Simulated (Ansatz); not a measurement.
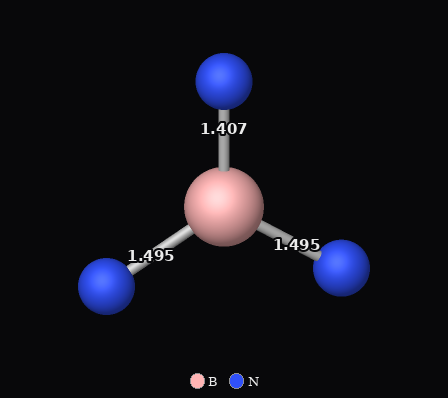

The surroundings of site B1 (at 0.250, 0.381, 0.875) in BN in space group I-42d, with bond lengths in Å.

Source of the atomic positions: the end point of a relaxation with DFT PBE, scalar-relativistic, plane waves, PAW in Ansatz; the starting structure was generated, so it need not be a known form of this composition.

```
CELL_PARAMETERS angstrom
6.03069 0.00000 0.00000
0.00000 6.03069 0.00000
0.00000 0.00000 3.88189
ATOMIC_POSITIONS crystal
B 0.25000 0.38149 0.87500
B 0.75000 0.61851 0.87500
B 0.88149 0.25000 0.62500
B 0.11851 0.75000 0.62500
N 0.11483 0.25000 0.62500
N 0.88517 0.75000 0.62500
N 0.75000 0.38517 0.87500
N 0.25000 0.61483 0.87500
B 0.75000 0.88149 0.37500
B 0.25000 0.11851 0.37500
B 0.38149 0.75000 0.12500
B 0.61851 0.25000 0.12500
N 0.61483 0.75000 0.12500
N 0.38517 0.25000 0.12500
N 0.25000 0.88517 0.37500
N 0.75000 0.11483 0.37500
```

Bond valence s = exp((R0 − d)/b), R0 fitted to published crystal structures with b = 0.37 Å; R0 in Å: B3+–N 1.483.

Question: Calculate the bond-valence sum of B1 from the bonds drawn.

Answer: 1 × 1.228 + 2 × 0.968 = 3.16 v.u., against a formal valence of 3: overbonded (bonds short for this ion) by 0.16.

Question: And over the whole structure?

Answer:
```json
{"site": "B1", "x, y, z": "0.250, 0.381, 0.875", "formal valence": "+3", "bond-valence sum": "3.26", "difference": "0.26"}
{"site": "N1", "x, y, z": "0.115, 0.250, 0.625", "formal valence": "−3", "bond-valence sum": "3.26", "difference": "0.26"}
```

These sums include all anions within 5 Å. The global instability index (root mean square of the differences over all atoms) is 0.26 v.u.: above 0.2, which by the usual rule of thumb marks a strained structure. Cells relaxed with PBE tend to have slightly long bonds, which lowers the sums.
